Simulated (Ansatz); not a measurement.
# Single-point calculation, with input and output: KF

System: KF (I4/mmm, 2 atoms in the cell).
Method: DFT, PBEsol, all-electron LAPW, scalar-relativistic; levels at fixed fractional wave vectors of a strained or displaced cell, no spin polarisation (Ansatz 0.2.0).

The structure derives from an entry of the Crystallography Open Database. It belongs to a series of runs on one base structure; here: film at in-plane strain -0.005. Figures and captions count atoms from 1; the log counts them from 0 in places.

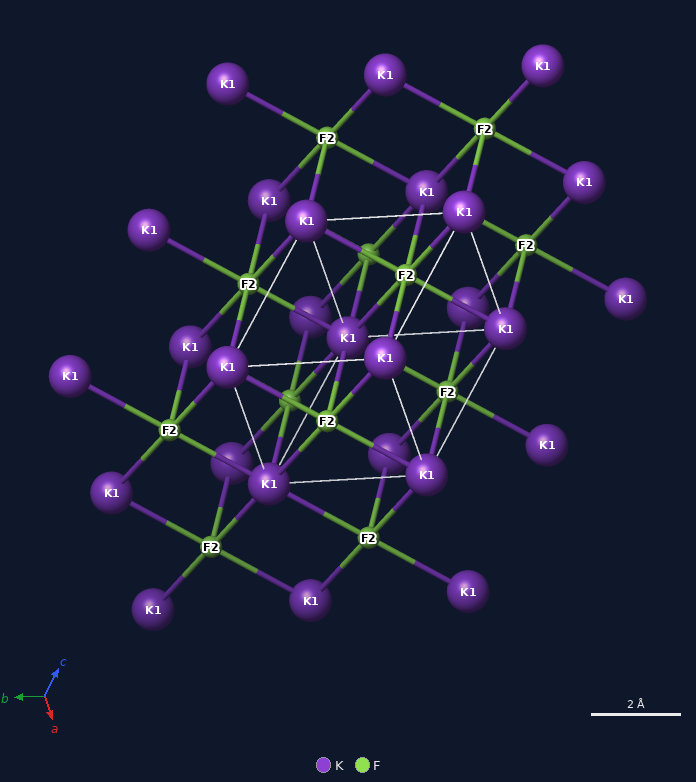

**Figure 1.** The input geometry (ball-and-stick view of the reduced cell, repeated 2 × 2 × 2, seen at an oblique angle; atoms are numbered from 1 in the order of the input). Near neighbours in the crystal (not all of them lie inside the picture): K has 6 F at 2.64 to 2.66 Å; F has 6 K at 2.64 to 2.66 Å.

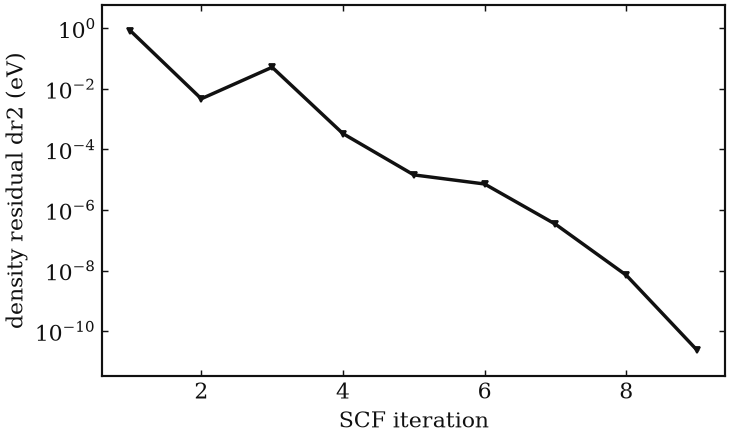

**Figure 2.** Convergence of the self-consistent field: density residual dr2 against the SCF iteration. The residual comes down, with one marked jump up, by a factor of about 10, at step 3.

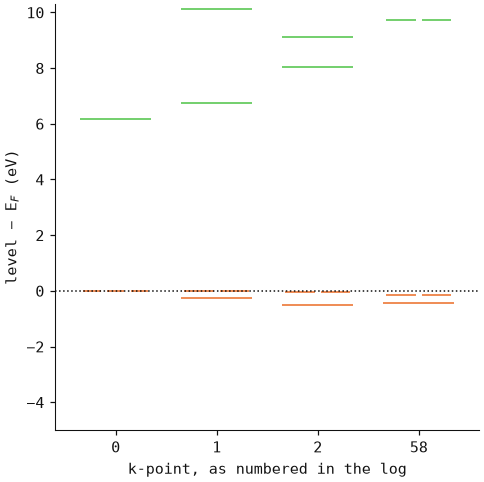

**Figure 3.** Kohn–Sham levels near the Fermi level (dotted) at the few k-points that the log prints; levels within 0.02 eV of each other stand side by side. Among these points the highest filled and lowest empty levels are 6.18 eV apart, which is the gap on the mesh.

The input that produced these results follows, with the program's output.

Input:
```yaml
crystal:
  lattice:
    - [2.64091650323, 2.64091650323, 0.0]
    - [-2.64091650323, 2.64091650323, 0.0]
    - [0.0, 2.64091650323, 2.65973419818]
  atoms:
    - { symbol: K, position: [0.0, 0.0, 0.0] }
    - { symbol: F, position: [0.5, 0.5, 0.0] }
kpoints:
  mp_grid: { grid: [8, 8, 8] }
scf:
  occupations: { method: fixed }
  convergence: { dr2_threshold: 1.0e-10 }
hamiltonian:
  xc: pbesol
  pseudopotentials: { kind: all_electron, lapw: { basis_error: 0.0005 } }
output:
  forces: true
  stress: true
  eigenstates:
    kpoints:
      - [0.0, 0.0, 0.0]
      - [-0.5, 0.5, 0.0]
      - [-0.5, -0.5, -0.5]
      - [0.0, 0.0, -0.5]
      - [0.0, -0.5, -0.5]
      - [0.0, 0.5, 0.0]
      - [-0.5, 0.0, 0.0]
      - [-0.5, 0.0, -0.5]
  eigenvalues: true
```

Launch command:
```bash
ansatz run input.yaml --threads 1 --pin off --max-ram 3072MiB --backend cpu --events-out ev --progress --plain --runs-dir out
```

The program's output:
```
LAPW: plane waves up to 7.692 Å⁻¹, error target 5.0e-4 eV per atom; small_component_spin mean_spin; F in spheres of 1.311 Å, 7 of its electrons in bands, Dirac shells []; K in spheres of 1.330 Å, 17 of its electrons in bands, Dirac shells [] (how accurate: hamiltonian.pseudopotentials.lapw.basis_error, Limitations)
Engine: ansatz 0.2.0, x86_64-unknown-linux-gnu
Pseudopotentials: kind: all_electron
Pseudopotential: K, LAPW, valence charge 17, lapw/all_electron/scalar/gaussian/K, Koelling and Harmon's equation, gaussian nucleus
Pseudopotential: F, LAPW, valence charge 7, lapw/all_electron/scalar/gaussian/F, Koelling and Harmon's equation, gaussian nucleus
Functional definition: PBEsol
  exchange = pbesol_x
  correlation = pbesol_c
davidson cushion auto → on  (no smearing: the cushion is to keep the highest requested band from converging to the state above it; pin scf.eigensolver.cushion to override)
Crystal: 2 atoms, lattice volume = 37.100 Å³
Basis set: ecut = 225.44999082815474 eV, 283 PW (Γ), exchange–correlation at level 2
Bands: 16, of which v1, the nominal top of the filled ones, is band 12 counted from 1 (11 counted from 0)
Symmetry: 16 space group operations
Space group: I4/mmm (ITA 139), of the structure as read, at distance tolerance 3.3e-5 Å
k-points: 59 of 512
Non-local potential: K, projectors of the file, none
Non-local potential: F, projectors of the file, none
Initial density: superposition of atomic densities (chi_scale 0.1, normalization cell, long waves kept (reshape's long-wave potential 0.00 eV rms))
Initial wavefunctions: plane waves of lowest kinetic energy (no species holds an atomic orbital)
Functional: x = pbesol(κ = 0.804, μ = 0.12345679012345678), c = pbesol(β = 0.046)
iter 1 solved again at ethr=3.43e-3 eV; its pass at ethr=1.00e-1 eV (dr2=8.23e-1 eV) is discarded
SCF iter   1: F=—  HF=-19077.537126 eV  |F-HF|=—  |Δ(HF+E_count)|=         —  Δρ=3.69e-2  dr2=8.23e-1  ethr=3.43e-3  ⟨swp⟩=2.0  Hψ=5910  notcnv=0
preconditioner: auto → none  [insulator: Δε(μ)=8.576 eV  Ē_g=20.876 eV  n_scr=14 (ndim 8)  ℏωp=24.4 eV  f_vac=0.000  ε∞_Penn≈2.4]
iter 2 solved again at ethr=1.96e-5 eV; its pass at ethr=3.43e-3 eV (dr2=4.71e-3 eV) is discarded
SCF iter   2: F=—  HF=-19076.668400 eV  |F-HF|=—  |Δ(HF+E_count)|=   8.69e-1  Δρ=4.39e-3  dr2=4.70e-3  ethr=1.96e-5  ⟨swp⟩=2.8  Hψ=5597  notcnv=0  defer=2
SCF iter   3: F=—  HF=-19076.383116 eV  |F-HF|=—  |Δ(HF+E_count)|=   2.85e-1  Δρ=9.25e-3  dr2=5.17e-2  ethr=1.96e-5  ⟨swp⟩=3.8  Hψ=3698  notcnv=0
SCF iter   4: F=—  HF=-19076.380191 eV  |F-HF|=—  |Δ(HF+E_count)|=   2.93e-3  Δρ=8.25e-4  dr2=3.32e-4  ethr=1.96e-5  ⟨swp⟩=4.0  Hψ=3932  notcnv=0
SCF iter   5: F=—  HF=-19076.378592 eV  |F-HF|=—  |Δ(HF+E_count)|=   1.60e-3  Δρ=1.83e-4  dr2=1.44e-5  ethr=1.38e-6  ⟨swp⟩=3.0  Hψ=3536  notcnv=0
SCF iter   6: F=—  HF=-19076.378607 eV  |F-HF|=—  |Δ(HF+E_count)|=   1.47e-5  Δρ=1.10e-4  dr2=7.20e-6  ethr=6.00e-8  ⟨swp⟩=4.0  Hψ=3854  notcnv=0
SCF iter   7: F=—  HF=-19076.378621 eV  |F-HF|=—  |Δ(HF+E_count)|=   1.37e-5  Δρ=2.40e-5  dr2=3.39e-7  ethr=3.00e-8  ⟨swp⟩=3.0  Hψ=3392  notcnv=0
SCF iter   8: F=—  HF=-19076.378620 eV  |F-HF|=—  |Δ(HF+E_count)|=   4.99e-8  Δρ=3.43e-6  dr2=7.01e-9  ethr=1.41e-9  ⟨swp⟩=3.5  Hψ=3493  notcnv=0
SCF iter   9: F=-19076.378620 eV  HF=-19076.378620 eV  |F-HF|=5.09e-11  |Δ(HF+E_count)|=   2.18e-9  Δρ=1.98e-7  dr2=2.34e-11  ethr=2.92e-11  ⟨swp⟩=3.8  Hψ=3599  notcnv=0
SCF 1 converged in 9 iterations: F = -19076.378620 eV  dr2 = 2.34e-11
NSCF: frozen V_eff on 8 k-points
SCF converged after 9 iterations
Free energy (F): -19076.378620 eV
Harris-Foulkes:  -19076.378620 eV  (|F-HF|=5.09e-11)
Internal energy: -19076.378620 eV  (E = F + TS)
E sigma→0 (E₀):  -19076.378620 eV
Fermi energy:    1.918866 eV
--- Per-component energies (eV) ---
  E_band       = -2408.501951
  E_kinetic    = 19183.108605
  E_xc         = -1164.418300
  E_electrostatic = -37095.068925  (all electrons and nuclei)
  E_smearing   = -0.000000  (= −TS)
  E_closure    = 0.000000  (closes the sum)
  E_atoms      = -19067.881260  (free atoms, spherical and without spin; not in F)
  Σ components = -19076.378620   (vs F -19076.378620, Δ=0.00e0)
  Basis errors (estimates in eV, not in F): energy 1.6e-4 per atom: plane waves 1.4e-4 (7.3e-5 summed), levels above the bands 0.0e0, relativity 8.6e-9, radial functions 1.5e-5, core shells 1.2e-10; eigenvalues (radial functions only) 2.1e-5; not estimated: angular momenta, meshes, grids; target (lapw.basis_error) 5.0e-4; muffin-tin radii F 1.311 Å, K 1.330 Å
--- Forces (eV/Å), atoms counted from 1 ---
  atom   1  K      0.00000000     0.00000000     0.00000000
  atom   2  F      0.00000000    -0.00000000     0.00000000
  max |Σ_I F_I| component: 2.96e-31 eV/Å
--- Stress (GPa, compression-positive) ---
        0.368580       0.000000       0.000000
        0.000000       0.368580       0.000000
        0.000000       0.000000      -0.031258
  P = ⅓ Tr σ = 0.2353 GPa (2.353 kbar)
--- Band table (eV; the first three rows and the last of 59) ---
  k-point 0: bands = ["-341.2722", "-268.2981", "-268.2971", "-268.2971", "-23.9633", "-16.6262", "-7.2544", "-7.2537", "-7.2537", "1.9071", "1.9189", "1.9189", "8.0964", "12.5919", "12.6357", "12.6357"]
  k-point 1: bands = ["-341.2722", "-268.2981", "-268.2971", "-268.2971", "-23.9424", "-16.6432", "-7.2878", "-7.2878", "-7.2771", "1.6505", "1.9013", "1.9013", "8.6627", "12.0285", "13.0469", "13.0469"]
  k-point 2: bands = ["-341.2722", "-268.2981", "-268.2971", "-268.2971", "-23.8937", "-16.6660", "-7.4351", "-7.3700", "-7.3700", "1.4006", "1.8747", "1.8747", "9.9430", "11.0447", "14.1247", "14.1247"]
  k-point 58: bands = ["-341.2722", "-268.2981", "-268.2971", "-268.2971", "-23.8229", "-16.6797", "-7.6937", "-7.6937", "-7.3526", "1.4859", "1.7678", "1.7678", "11.6323", "11.6323", "13.2185", "15.3579"]
```

Summary:

| quantity | value |
| --- | --- |
| outcome | converged |
| space group (tolerance 0.01 Å) | I4/mmm (139) |
| electrons in bands (core shells apart) | 24 |
| free energy | −19076.3786 eV |
| Fermi energy | 1.919 eV |
| gap on the k-point mesh | 6.18 eV |
| pressure | 0.24 GPa |
| largest force (length of the vector) | under 0.001 eV/Å |
| hardware | 1 thread of Intel Xeon (Granite Rapids), 64 GiB of memory available, shared host |
| wall time | 4.7 s |
| peak memory | 0.35 GiB |
